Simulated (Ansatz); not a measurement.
## Single-point calculation, with input and output: Si

System: Si (Fd-3m, 32 atoms in the cell).
Method: DFT PBE, scalar-relativistic, plane waves, PAW, no spin polarisation (Ansatz 0.2.0).

The structure derives from a Materials Project entry. It belongs to a series of runs on one base structure; here: the perfect crystal in a cell of 32 atoms.

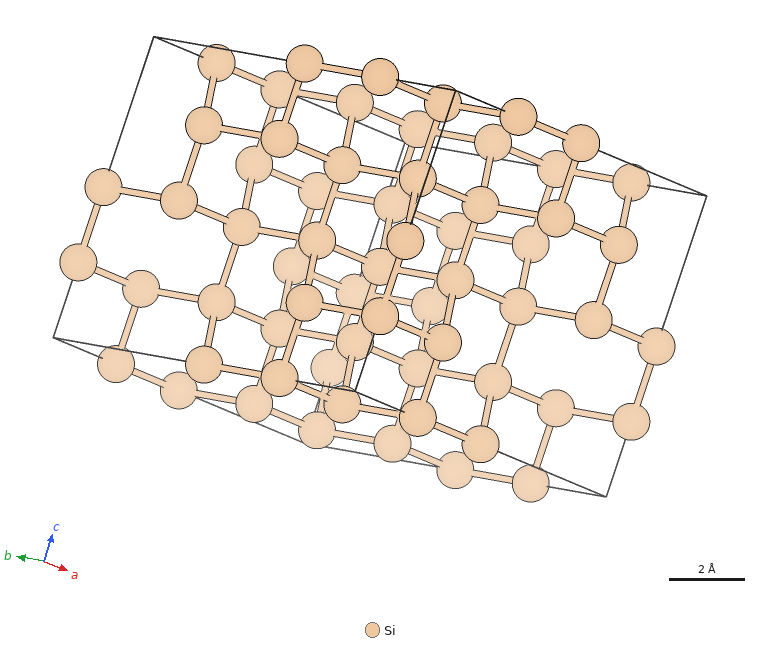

Fig. 1: The structure as given in the input (ball-and-stick view of the cell of the calculation, seen at an oblique angle). Near neighbours in the crystal (not all of them lie inside the picture): Si has 4 Si at 2.37 Å.

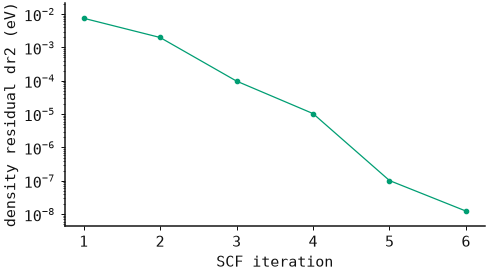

Fig. 2: Convergence of the self-consistent field: density residual dr2 against the SCF iteration. The residual falls at every step.

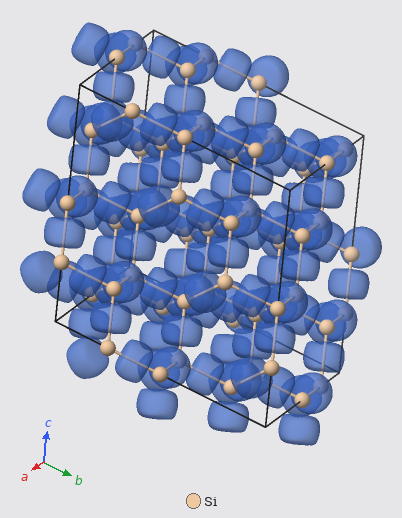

Fig. 3: Isosurface of the ELF at 0.7 (blue), seen slightly off an axis. Core shells and regions of very low density are left out. Sticks mark near contacts. The outline is the calculation cell. Along the contacts the grid gives the following. Si–Si (2.37 Å): the ELF peaks at about 0.95 between the atoms (a shared electron pair). Core electrons are frozen (PAW), so the fields are smoothed inside the atomic spheres.

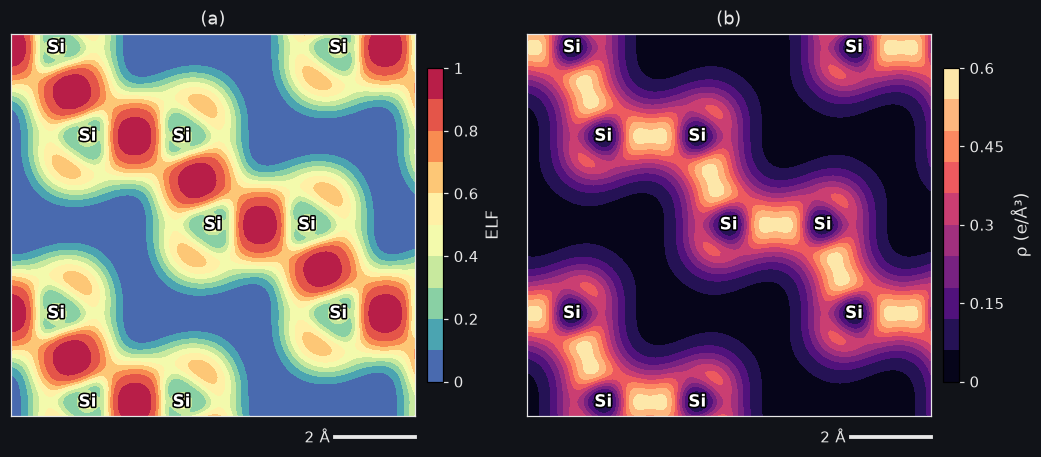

Fig. 4: (a) electron localisation function; (b) valence electron density on the (100) plane of the calculation cell. Atoms in the plane: Si. Si–Si (2.37 Å): the density is about 0.56 e/Å³ at the midpoint, a local maximum along the line; the ELF peaks at about 0.95 between the atoms, as expected for localised, shared-pair bonding. Away from the nuclei the density in this plane falls to 0.02 e/Å³ at its lowest.

The input that produced these results follows, with the program's output.

Input file
```yaml
crystal:
  lattice:
    - [5.4700937543, 5.4700937543, -5.4700937543]
    - [-5.4700937543, 5.4700937543, 5.4700937543]
    - [5.4700937543, -5.4700937543, 5.4700937543]
  atoms:
    - { symbol: Si, position: [0.5, 0.75, 1.0] }
    - { symbol: Si, position: [0.25, 0.75, 0.25] }
    - { symbol: Si, position: [0.0, 0.75, 0.5] }
    - { symbol: Si, position: [0.5, 1.0, 0.75] }
    - { symbol: Si, position: [0.75, 0.75, 0.75] }
    - { symbol: Si, position: [0.25, 1.0, 1.0] }
    - { symbol: Si, position: [0.0, 0.0, 0.25] }
    - { symbol: Si, position: [0.5, 0.25, 0.5] }
    - { symbol: Si, position: [0.75, 0.0, 0.5] }
    - { symbol: Si, position: [0.25, 0.25, 0.75] }
    - { symbol: Si, position: [0.0, 0.25, 0.0] }
    - { symbol: Si, position: [0.5, 0.5, 0.25] }
    - { symbol: Si, position: [0.75, 0.25, 0.25] }
    - { symbol: Si, position: [0.25, 0.5, 0.5] }
    - { symbol: Si, position: [0.0, 0.5, 0.75] }
    - { symbol: Si, position: [0.75, 0.5, 0.0] }
    - { symbol: Si, position: [0.25, 0.5, 0.75] }
    - { symbol: Si, position: [0.0, 0.5, 0.0] }
    - { symbol: Si, position: [0.75, 0.5, 0.25] }
    - { symbol: Si, position: [0.25, 0.75, 0.5] }
    - { symbol: Si, position: [0.5, 0.5, 0.5] }
    - { symbol: Si, position: [0.0, 0.75, 0.75] }
    - { symbol: Si, position: [0.75, 0.75, 0.0] }
    - { symbol: Si, position: [0.25, 0.0, 0.25] }
    - { symbol: Si, position: [0.5, 0.75, 0.25] }
    - { symbol: Si, position: [0.0, 0.0, 0.5] }
    - { symbol: Si, position: [0.75, 0.0, 0.75] }
    - { symbol: Si, position: [0.25, 0.25, 0.0] }
    - { symbol: Si, position: [0.5, 0.0, 0.0] }
    - { symbol: Si, position: [0.0, 0.25, 0.25] }
    - { symbol: Si, position: [0.75, 0.25, 0.5] }
    - { symbol: Si, position: [0.5, 0.25, 0.75] }
basis:
  ecutwfc: 420
  xc_grid: 2
kpoints:
  mp_grid: { grid: [3, 3, 3], shift: [0.0, 0.0, 0.0] }
hamiltonian:
  xc: pbe
scf:
  occupations: { method: gaussian, width: 0.01 }
output:
  forces: true
  stress: true
  eigenvalues: true
  write_density: true
  write_potential: true
  elf: true
  volumetric_format: npy
```

Command:
```bash
ansatz run input.yaml --threads 4 --pin off --max-ram 8192MiB --backend cpu --events-out ev --progress --plain --runs-dir out
```

Output
```
Engine: ansatz 0.2.0, x86_64-unknown-linux-gnu
Pseudopotentials: kind: paw
Pseudopotential: Si, paw, valence charge 4, recommended cutoff 420 eV (normal), Si.paw.azcp
Functional definition: PBE
  parameter kappa = 0.804
  parameter beta = 0.06672455060314922
  exchange = pbe_x(kappa = kappa, mu = beta*pi^2/3)
  correlation = pbe_c(beta = beta)
Crystal: 32 atoms, lattice volume = 654.703 Å³
Basis set: ecut = 420 eV, 12839 PW (Γ), exchange–correlation on 128×128×128 points (8 copies of the dense FFT grid, shifted against one another)
Bands: 96, of which v1, the nominal top of the filled ones, is band 64 counted from 1 (63 counted from 0)
Symmetry: 768 space group operations
Space group: Fd-3m (ITA 227), of the structure as read, at distance tolerance 8.7e-5 Å
k-points: 4 of 27
Non-local potential: Si, projectors of the file, l = 0: 2, l = 1: 2, l = 2: 2
PAW form: soft (Blöchl's): semilocal exchange-correlation on the pseudo side does not see the compensation charge
PAW one-centre angular grid: Si, 110 points (default); XC on 64 Gauss nodes
Initial density: superposition of atomic densities (neutral atoms: chi_scale 0, normalization atom), corrected by the library's trained network
Initial wavefunctions: pseudopotential atomic-orbital guess
Functional: x = pbe(κ = 0.804, μ = 0.2195149727645171), c = pbe(β = 0.06672455060314922)
SCF iter   1: F=—  HF=-20345.916494 eV  |F-HF|=—  |Δ(HF+E_count)|=         —  Δρ=1.30e-3  dr2=7.51e-3  ethr=1.77e-3  ⟨swp⟩=6.2  Hψ=1771  notcnv=0  defer=20
preconditioner: auto → Resta (q_TF=auto, 2.079 Å⁻¹)  ε∞=5.4  [insulator: Δε(μ)=0.749 eV  Ē_g=7.794 eV  σ=0.010 eV  W_gap=1.00  n_scr=86 (ndim 8)  ℏωp=16.4 eV  f_vac=0.000  D(μ)=0.00/eV (n_scr^D=0)  ε∞_Penn≈5.4]
SCF iter   2: F=—  HF=-20345.920231 eV  |F-HF|=—  |Δ(HF+E_count)|=   3.74e-3  Δρ=6.71e-4  dr2=1.99e-3  ethr=5.87e-6  ⟨swp⟩=2.5  Hψ=635  notcnv=0  defer=103
SCF iter   3: F=—  HF=-20345.921018 eV  |F-HF|=—  |Δ(HF+E_count)|=   7.87e-4  Δρ=1.15e-4  dr2=9.79e-5  ethr=1.55e-6  ⟨swp⟩=3.0  Hψ=551  notcnv=0  defer=103
SCF iter   4: F=—  HF=-20345.920698 eV  |F-HF|=—  |Δ(HF+E_count)|=   3.20e-4  Δρ=2.88e-5  dr2=1.04e-5  ethr=7.65e-8  ⟨swp⟩=2.0  Hψ=530  notcnv=0  defer=103
SCF iter   5: F=—  HF=-20345.920704 eV  |F-HF|=—  |Δ(HF+E_count)|=   5.29e-6  Δρ=5.27e-6  dr2=1.02e-7  ethr=8.09e-9  ⟨swp⟩=2.0  Hψ=530  notcnv=0  defer=103
SCF iter   6: F=-20345.920704 eV  HF=-20345.920704 eV  |F-HF|=2.67e-9  |Δ(HF+E_count)|=   1.48e-7  Δρ=1.50e-6  dr2=1.24e-8  ethr=7.81e-11  ⟨swp⟩=15.0  Hψ=2797  notcnv=0
SCF 1 converged in 6 iterations: F = -20345.920704 eV  dr2 = 1.24e-8
  greatest PAW one-centre occupation: 0.633 electrons in one spin orbital (limit 2), on the Si atom at site 31 (counted from 0), in its partial waves of l = 0
SCF converged after 6 iterations
Free energy (F): -20345.920704 eV
Harris-Foulkes:  -20345.920704 eV  (|F-HF|=2.67e-9)
Internal energy: -20345.920704 eV  (E = F + TS)
E sigma→0 (E₀):  -20345.920704 eV
Fermi energy:    6.379028 eV
--- Per-component energies (eV) ---
  E_band       = 128.265041
  E_kinetic    = 1282.189422
  E_local      = -898.322178  (includes V_loc(G=0)·N_el)
  E_nonlocal   = 827.999054
  E_hartree    = 242.803790
  E_xc         = -1761.951969
  E_vxc        = -1490.446633  (∫ρ·V_xc dr)
  E_paw        = -16408.462963  (= ΣΔE_a)
  E_vpaw       = -78.759960  (= ΣTr[D̂ρ^β])
  E_aug_tail   = 0.000205  (compensation charges beyond the density's cutoff)
  E_ewald      = -3630.176065
  E_smearing   = -0.000000  (= −TS)
  E_closure    = -0.000000  (closes the sum)
  Σ components = -20345.920704   (vs F -20345.920704, Δ=0.00e0)
--- Forces (eV/Å), atoms counted from 1 ---
  atom   1  Si    -0.00000000     0.00000000    -0.00000000
  atom   2  Si    -0.00000000    -0.00000000    -0.00000000
  atom   3  Si     0.00000000     0.00000000    -0.00000000
  atom   4  Si    -0.00000000     0.00000000    -0.00000000
  atom   5  Si     0.00000000     0.00000000    -0.00000000
  atom   6  Si    -0.00000000    -0.00000000    -0.00000000
  atom   7  Si     0.00000000     0.00000000    -0.00000000
  atom   8  Si    -0.00000000     0.00000000    -0.00000000
  atom   9  Si    -0.00000000    -0.00000000    -0.00000000
  atom  10  Si     0.00000000     0.00000000    -0.00000000
  atom  11  Si     0.00000000     0.00000000    -0.00000000
  atom  12  Si    -0.00000000    -0.00000000    -0.00000000
  atom  13  Si    -0.00000000     0.00000000    -0.00000000
  atom  14  Si     0.00000000    -0.00000000    -0.00000000
  atom  15  Si     0.00000000     0.00000000    -0.00000000
  atom  16  Si    -0.00000000     0.00000000    -0.00000000
  atom  17  Si    -0.00000000    -0.00000000     0.00000000
  atom  18  Si     0.00000000    -0.00000000     0.00000000
  atom  19  Si    -0.00000000    -0.00000000     0.00000000
  atom  20  Si     0.00000000    -0.00000000     0.00000000
  atom  21  Si    -0.00000000     0.00000000     0.00000000
  atom  22  Si    -0.00000000     0.00000000     0.00000000
  atom  23  Si    -0.00000000    -0.00000000     0.00000000
  atom  24  Si     0.00000000    -0.00000000     0.00000000
  atom  25  Si    -0.00000000     0.00000000     0.00000000
  atom  26  Si     0.00000000     0.00000000     0.00000000
  atom  27  Si     0.00000000     0.00000000    -0.00000000
  atom  28  Si     0.00000000     0.00000000     0.00000000
  atom  29  Si    -0.00000000     0.00000000     0.00000000
  atom  30  Si     0.00000000    -0.00000000     0.00000000
  atom  31  Si    -0.00000000    -0.00000000     0.00000000
  atom  32  Si    -0.00000000     0.00000000     0.00000000
  max |Σ_I F_I| component: 3.56e-17 eV/Å
--- Stress (GPa, compression-positive) ---
        0.004362       0.000000      -0.000000
        0.000000       0.004362       0.000000
       -0.000000       0.000000       0.004362
  P = ⅓ Tr σ = 0.0044 GPa (0.044 kbar)
--- Band table (eV) ---
  k-point 0: bands = ["-5.8100", "-3.8073", "-3.8073", "-3.8073", "-3.8073", "-3.8073", "-3.8073", "-3.8073", "-3.8073", "-3.8073", "-3.8073", "-3.8073", "-3.8073", "-1.7440", "-1.7440", "-1.7440", "-1.7440", "-1.7440", "-1.7440", "0.5624", "0.5624", "0.5624", "0.5624", "0.5624", "0.5624", "0.5624", "0.5624", "0.5624", "0.5624", "0.5624", "0.5624", "2.3353", "2.3353", "2.3353", "2.3353", "2.3353", "2.3353", "2.3353", "2.3353", "2.3353", "2.3353", "2.3353", "2.3353", "3.2092", "3.2092", "3.2092", "3.2092", "3.2092", "3.2092", "4.7005", "4.7005", "4.7005", "4.7005", "4.7005", "4.7005", "4.7005", "4.7005", "4.7005", "4.7005", "4.7005", "4.7005", "6.0035", "6.0035", "6.0035", "6.7546", "6.7546", "6.7546", "6.7546", "6.7546", "6.7546", "8.4375", "8.4375", "8.4375", "8.4375", "8.4375", "8.4375", "8.4375", "8.4375", "8.4375", "8.4375", "8.4375", "8.4375", "8.5555", "8.5555", "8.5555", "9.1199", "10.7456", "10.7456", "10.7456", "10.7456", "10.7456", "10.7456", "10.7456", "10.7456", "10.7456", "10.7456"]
  k-point 1: bands = ["-5.5725", "-4.8786", "-4.2291", "-4.2291", "-4.2291", "-4.2291", "-3.5658", "-3.5658", "-3.1566", "-3.1566", "-3.1566", "-3.1566", "-2.8565", "-2.8565", "-2.6158", "-1.8884", "-1.4848", "-0.7114", "-0.4709", "-0.4709", "-0.4709", "-0.4709", "-0.4518", "-0.4518", "0.3936", "0.3936", "0.7864", "0.7864", "0.7864", "0.7864", "1.6948", "2.2482", "2.3044", "2.4847", "2.4847", "2.4847", "2.4847", "2.5142", "2.5142", "2.9482", "2.9482", "3.1416", "3.1416", "3.3983", "3.6108", "3.6108", "3.6108", "3.6108", "3.6465", "3.7603", "3.7603", "3.9342", "4.0739", "4.0739", "4.0739", "4.0739", "4.4125", "4.7182", "4.7182", "4.7182", "4.7182", "5.1623", "5.4461", "5.8858", "6.9723", "7.2482", "7.2482", "7.5896", "7.7635", "7.7635", "8.5508", "8.6124", "8.6124", "8.6124", "8.6124", "8.6238", "8.6238", "8.6238", "8.6238", "8.8011", "8.8455", "8.8455", "8.8599", "8.9474", "8.9746", "9.3681", "9.3681", "9.3681", "9.3681", "9.5350", "9.7215", "9.7215", "9.7253", "9.7253", "9.7253", "9.7253"]
  k-point 2: bands = ["-5.1071", "-5.1071", "-5.1071", "-4.4609", "-3.7566", "-3.7566", "-3.7566", "-3.3736", "-3.3736", "-3.3736", "-2.6785", "-2.6785", "-2.6785", "-2.6785", "-2.6785", "-2.6785", "-0.6777", "-0.6777", "-0.6777", "-0.6777", "-0.6777", "-0.6777", "-0.5204", "-0.5204", "-0.5204", "0.5818", "0.5818", "0.5818", "0.7336", "2.1430", "2.1430", "2.1430", "2.1430", "2.1430", "2.1430", "2.6009", "2.6009", "2.6009", "3.0780", "3.0780", "3.0780", "3.2715", "3.2715", "3.2715", "3.4408", "3.4408", "3.4408", "3.4408", "3.4408", "3.4408", "3.8064", "3.8064", "3.8064", "4.2623", "4.2623", "4.2623", "4.9205", "4.9205", "4.9205", "5.0202", "5.0202", "5.0868", "5.0868", "5.0868", "7.4554", "7.4554", "7.4554", "7.6886", "7.8977", "7.8977", "7.8977", "7.8977", "7.8977", "7.8977", "8.0402", "8.0402", "8.0402", "8.4027", "8.4027", "8.4027", "9.1642", "9.1642", "9.1642", "9.2518", "9.2518", "9.2518", "9.5037", "9.5037", "10.0340", "10.0340", "10.0340", "10.0598", "10.0598", "10.0598", "10.2894", "10.2894"]
  k-point 3: bands = ["-5.3348", "-4.6399", "-4.6399", "-4.6399", "-4.6399", "-3.9413", "-3.6124", "-3.6124", "-3.6124", "-3.6124", "-2.3670", "-2.3670", "-2.3670", "-2.3670", "-1.6311", "-1.6311", "-1.6311", "-1.6311", "-0.8644", "-0.8644", "-0.8644", "-0.8644", "-0.5933", "-0.5933", "-0.5933", "-0.5933", "1.0106", "1.8942", "1.8942", "1.8942", "1.8942", "2.0931", "2.0931", "2.0931", "2.0931", "2.4446", "2.4446", "2.4446", "2.4446", "2.9973", "2.9973", "2.9973", "2.9973", "3.6363", "3.6363", "3.7261", "3.7261", "3.7261", "3.7261", "3.9463", "4.1549", "4.1549", "4.1549", "4.1549", "4.4083", "4.4083", "4.4083", "4.4083", "4.7915", "4.7915", "4.7915", "4.7915", "4.8383", "4.8383", "6.7602", "7.7144", "7.7986", "7.7986", "7.7986", "7.7986", "8.0065", "8.0065", "8.0065", "8.0065", "8.0242", "8.7530", "8.7530", "8.7530", "8.7530", "9.3211", "9.3211", "9.3211", "9.3211", "9.3884", "9.3884", "9.3884", "9.3884", "9.5143", "9.5143", "9.5143", "9.5143", "9.5872", "9.5872", "9.5872", "9.5872", "10.2060"]
```

Key numbers

- outcome: converged
- space group (tolerance 0.01 Å): Fd-3m (227)
- electrons treated: 128
- free energy: −20345.9207 eV
- Fermi energy: 6.379 eV
- gap on the k-point mesh: 0.75 eV
- pressure: 0.00 GPa
- largest force (length of the vector): under 0.001 eV/Å
- hardware: 4 threads of Intel Xeon @ 2.10GHz (Emerald Rapids), 189 GiB of memory available, shared host
- wall time: 39 s (CPU time 53 s)
- peak memory: 1.8 GiB
